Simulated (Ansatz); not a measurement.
**Band-structure calculation, with input and output: Fe$_{7}$Co (part 2 of 2)**

Fe$_{7}$Co (Im-3m, 8 atoms in the cell); DFT r2SCAN, scalar-relativistic, plane waves, PAW, spin-polarised (Ansatz 0.2.0); cutoff 500 eV, 10×10×10 k-mesh, Gaussian smearing of 0.1 eV, collinear spins. The structure derives from a Materials Project entry.

Geometry of the input (Å; fractional positions):
```
-2.8506  2.8506  2.8506
2.8506  -2.8506  2.8506
2.8506  2.8506  -2.8506
Fe 0.0000  0.5000  0.5000
Fe 0.5000  0.5000  0.0000
Fe 0.5000  0.0000  0.5000
Fe -0.0000  -0.0000  0.5000
Fe 0.0000  0.5000  -0.0000
Fe 0.5000  0.0000  0.0000
Fe 0.5000  0.5000  0.5000
Co 0.0000  0.0000  0.0000
```

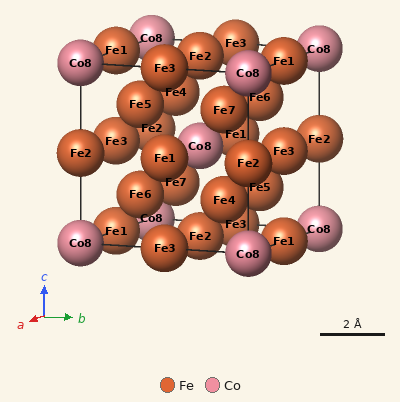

Figure 1. The structure (spheres-only view of the cell 2 times as large as that of the calculation, set on its symmetry axes, seen slightly off an axis; atoms are numbered from 1 in the order of the input). An atom can appear more than once, as a periodic image.

## What the program printed, continued
```
  k-point 1 ↑: bands = ["-82.2201", "-74.2178", "-74.1975", "-74.1973", "-74.1973", "-73.9699", "-73.9698", "-73.9652", "-44.0185", "-44.0184", "-44.0182", "-39.0189", "-39.0169", "-39.0169", "-38.9919", "-38.9902", "-38.9888", "-38.9436", "-38.9174", "-38.9127", "-38.9108", "-38.8136", "-38.8128", "-38.6271", "-38.6255", "-38.6253", "-38.5779", "-38.5750", "-38.5744", "-38.5733", "-38.5723", "-38.5704", "9.3704", "12.4897", "12.5357", "12.5478", "12.5870", "12.6021", "12.6030", "12.6181", "12.6204", "13.8855", "13.8892", "13.8994", "13.9343", "13.9378", "13.9663", "14.8777", "14.9033", "14.9574", "15.7090", "15.7443", "15.9991", "16.0861", "16.0881", "16.0883", "16.1290", "16.1414", "16.1416", "16.1653", "16.1670", "16.2320", "16.2773", "16.3143", "17.0207", "17.0217", "17.1087", "17.2333", "17.2421", "17.2691", "17.2908", "17.4479", "17.5136", "17.9756", "18.7070", "18.7156", "18.7308", "18.7778", "18.8450", "24.8171", "25.0301", "25.1054", "25.1137", "25.1565", "25.5620"]
  k-point 2 ↑: bands = ["-82.2201", "-74.2156", "-74.1983", "-74.1973", "-74.1973", "-73.9703", "-73.9698", "-73.9663", "-44.0184", "-44.0180", "-44.0176", "-39.0178", "-39.0099", "-39.0093", "-38.9815", "-38.9755", "-38.9693", "-38.9472", "-38.9224", "-38.9039", "-38.8971", "-38.8185", "-38.8156", "-38.6356", "-38.6301", "-38.6277", "-38.5988", "-38.5860", "-38.5846", "-38.5817", "-38.5763", "-38.5706", "9.6821", "12.5218", "12.6656", "12.6905", "12.7097", "12.7516", "12.7550", "12.7606", "12.7636", "13.9286", "13.9432", "13.9527", "13.9783", "13.9982", "14.1427", "14.8024", "14.8954", "15.1146", "15.3040", "15.6218", "15.7207", "15.7653", "15.7884", "15.9569", "15.9861", "16.0430", "16.0881", "16.0928", "16.1180", "16.1398", "16.1888", "16.2583", "16.7028", "16.7103", "16.8064", "16.8723", "16.9023", "16.9496", "17.0003", "17.2207", "17.2273", "17.4919", "19.1283", "19.1740", "19.2006", "19.2230", "19.6343", "24.9509", "25.5419", "25.6608", "25.6895", "25.7150", "26.5323"]
  k-point 46 ↓: bands = ["-79.0026", "-69.8501", "-69.8501", "-69.8501", "-69.8380", "-69.7503", "-69.7503", "-69.7412", "-40.8545", "-40.8545", "-40.8545", "-34.6326", "-34.6273", "-34.6273", "-34.6120", "-34.6120", "-34.6120", "-34.5438", "-34.5438", "-34.5438", "-34.5400", "-34.5400", "-34.5400", "-34.5245", "-34.5245", "-34.5245", "-34.4956", "-34.4956", "-34.4956", "-34.4436", "-34.4436", "-34.4436", "12.9947", "13.2172", "13.2172", "13.2172", "13.2538", "13.2538", "15.9849", "15.9849", "15.9849", "16.2331", "16.2331", "16.2331", "17.5082", "17.5082", "17.7947", "17.7947", "17.7947", "17.8138", "17.8138", "17.8138", "17.8442", "18.5225", "18.5225", "18.5225", "18.5521", "18.5521", "18.5521", "18.5857", "18.5857", "18.5857", "19.4603", "19.4603", "19.4603", "19.5971", "19.5971", "19.6886", "20.5456", "20.5456", "20.9457", "20.9457", "21.3135", "21.3135", "21.4157", "21.4157", "21.4157", "21.4397", "27.5499", "27.5499", "27.5499", "27.6512", "27.6512", "27.6512", "29.8170"]
--- Löwdin populations: 8 sites ---
  site symbol       q [e]    m [muB]
     0     Fe     15.7620     2.7437
     1     Fe     15.7620     2.7437
     2     Fe     15.7620     2.7437
     3     Fe     15.7272     2.8239
     4     Fe     15.7272     2.8239
     5     Fe     15.7272     2.8239
     6     Fe     15.7272     2.8239
     7     Co     16.7143     1.8693
  spilling = 0.016207 (of n_electrons = 129.000000)
--- Bader charges: 8 sites ---
  site symbol  charge [e]  shift [e]    m [muB]
     0     Fe     -0.0044     0.0000     2.5890
     1     Fe     -0.0044     0.0000     2.5890
     2     Fe     -0.0045     0.0000     2.5890
     3     Fe      0.0682     0.0003     2.6842
     4     Fe      0.0682     0.0003     2.6842
     5     Fe      0.0682     0.0003     2.6842
     6     Fe      0.0682     0.0003     2.6842
     7     Co     -0.2593     0.0011     1.6994
  estimated error of the sums over rays = 1.9e-4 e
```

## File bader_charges.tsv
```
# site	symbol	x_ang	y_ang	z_ang	partial_charge_e	electrons	volume_ang3	relative_density_drop	shared_charge_e	partial_wave_shift_e	spin_moment_mub
# quadrature_error_electrons = 1.9e-4
0	Fe	2.8506	0.0000	0.0000	-0.00444	26.00444	11.59	-	-0.00444	0.00001	2.58899
1	Fe	0.0000	0.0000	2.8506	-0.00444	26.00444	11.59	-	-0.00444	0.00001	2.58899
2	Fe	0.0000	2.8506	0.0000	-0.00445	26.00445	11.59	-	-0.00445	0.00001	2.58898
3	Fe	1.4253	1.4253	-1.4253	0.06817	25.93183	11.45	-	0.06817	0.00028	2.68417
4	Fe	1.4253	-1.4253	1.4253	0.06817	25.93183	11.45	-	0.06817	0.00028	2.68417
5	Fe	-1.4253	1.4253	1.4253	0.06817	25.93183	11.45	-	0.06817	0.00028	2.68417
6	Fe	1.4253	1.4253	1.4253	0.06817	25.93183	11.45	-	0.06817	0.00028	2.68417
7	Co	0.0000	0.0000	0.0000	-0.25933	27.25933	12.08	-	-0.25933	0.00114	1.69944
```

## File populations.tsv
```
# site	symbol	l	j	q_up	q_dn
# orbitals = lowdin
# n_electrons = 129.000000
# spilling = 0.016207
0	Fe	0_3S	-	0.992906	0.993327
0	Fe	0_4S	-	0.432737	0.513564
0	Fe	1_3P	-	2.998413	2.997970
0	Fe	2_3D	-	4.828810	2.004296
1	Fe	0_3S	-	0.992906	0.993327
1	Fe	0_4S	-	0.432737	0.513564
1	Fe	1_3P	-	2.998413	2.997970
1	Fe	2_3D	-	4.828810	2.004296
2	Fe	0_3S	-	0.992906	0.993327
2	Fe	0_4S	-	0.432737	0.513564
2	Fe	1_3P	-	2.998413	2.997970
2	Fe	2_3D	-	4.828810	2.004296
3	Fe	0_3S	-	0.992993	0.993518
3	Fe	0_4S	-	0.435798	0.514534
3	Fe	1_3P	-	2.998450	2.998165
3	Fe	2_3D	-	4.848313	1.945476
4	Fe	0_3S	-	0.992993	0.993518
4	Fe	0_4S	-	0.435798	0.514534
4	Fe	1_3P	-	2.998450	2.998165
4	Fe	2_3D	-	4.848313	1.945476
5	Fe	0_3S	-	0.992993	0.993518
5	Fe	0_4S	-	0.435798	0.514534
5	Fe	1_3P	-	2.998450	2.998165
5	Fe	2_3D	-	4.848313	1.945476
6	Fe	0_3S	-	0.992993	0.993518
6	Fe	0_4S	-	0.435798	0.514534
6	Fe	1_3P	-	2.998450	2.998165
6	Fe	2_3D	-	4.848313	1.945476
7	Co	0_3S	-	0.993498	0.993712
7	Co	0_4S	-	0.431386	0.526136
7	Co	1_3P	-	2.998752	2.998369
7	Co	2_3D	-	4.868168	2.904258
```

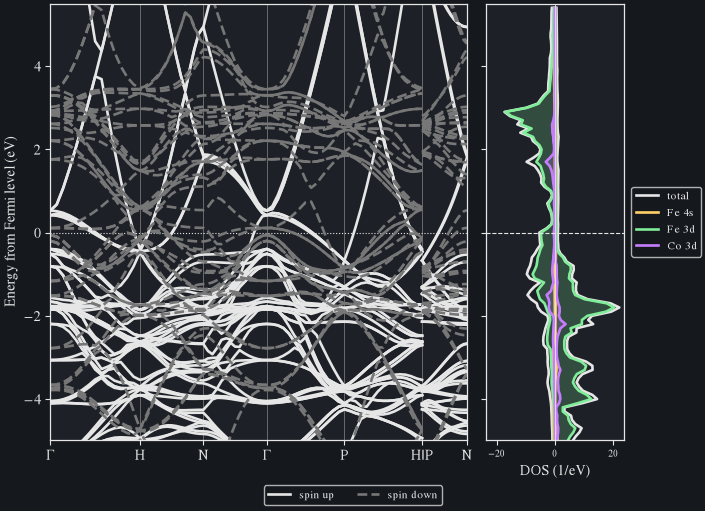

Figure 2. Band structure along Γ–H–N–Γ–P–H|P–N and density of states (projected on Löwdin-orthogonalised atomic shells), with energies from the Fermi level. Bands cross the Fermi level: a metal at this level of theory.

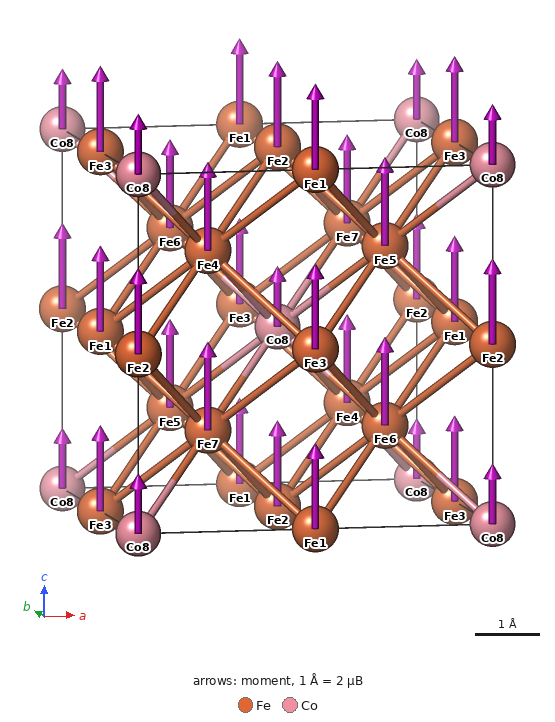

Figure 3. Magnetic moments of the sites as pink arrows (ball-and-stick view of the cell 2 times as large as that of the calculation, set on its symmetry axes, seen slightly off an axis; atoms are numbered from 1 in the order of the input); small moments hardly show. The run is collinear, so the axis drawn is arbitrary. Site moments: Fe4, Fe5, Fe6, Fe7 (2.82 μB); Fe1, Fe2, Fe3 (2.73 μB); Co8 (1.93 μB). They are counted near the atoms and needn't add up to the moment of the cell.

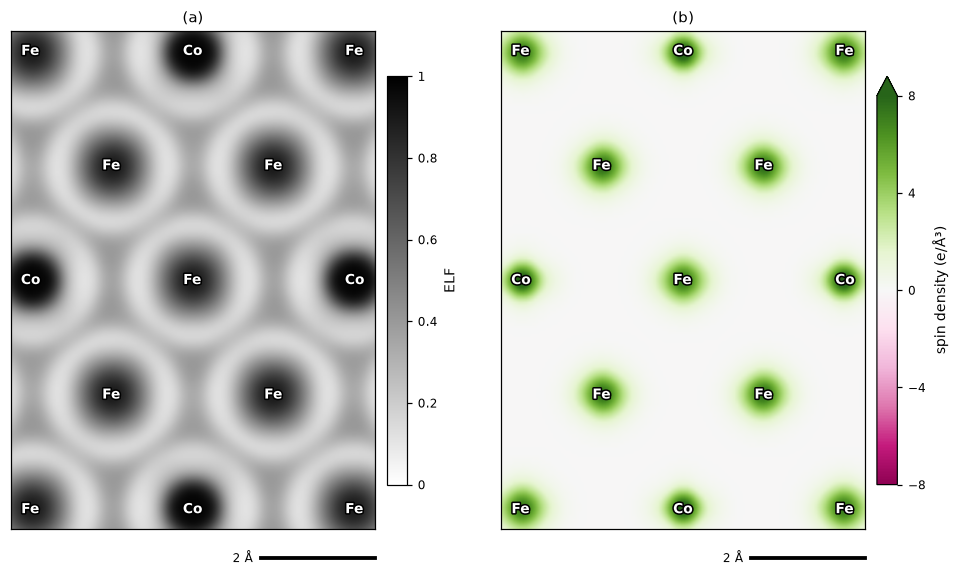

Figure 4. (a) ELF; (b) spin density on the (011) plane of the conventional cell. Fe–Fe (2.47 Å): the ELF is about 0.25 at the midpoint (no localised pair between them). Fe–Co (2.47 Å): the ELF is about 0.25 at the midpoint (no shared electron pair). The strong features right at Fe and Co lie inside the PAW spheres (semicore, d or f shells) and say nothing about bonding. The cell of the calculation (8 atoms) carries 20.2 μB net. Core electrons are frozen (PAW), so the fields are smoothed inside the atomic spheres.

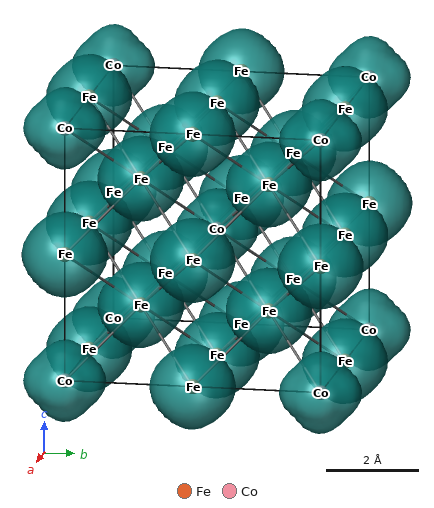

Figure 5. Isosurface of the spin density at +0.1 e/Å³ (teal), seen slightly off an axis. Sticks mark near contacts. The outline is the cell set on symmetry axes. The cell of the calculation (8 atoms) carries 20.2 μB net.

## Results in brief

- outcome: converged
- space group (tolerance 0.01 Å): Im-3m (229)
- electrons treated: 129
- free energy: −36533.2984 eV
- Fermi energy: 17.969 eV
- gap on the k-point mesh: none (metallic)
- net moment of the cell: 20.20 μB
- integrated absolute moment: 22.80 μB
- pressure: 0.01 GPa
- largest force (length of the vector): under 0.001 eV/Å
- wall time: 3.4 min (CPU time 6.7 min)
- peak memory: 1.4 GiB

## Remarks

The electronic state found may not be the lowest one. Notes on the run: the state was not tested for a lower one.
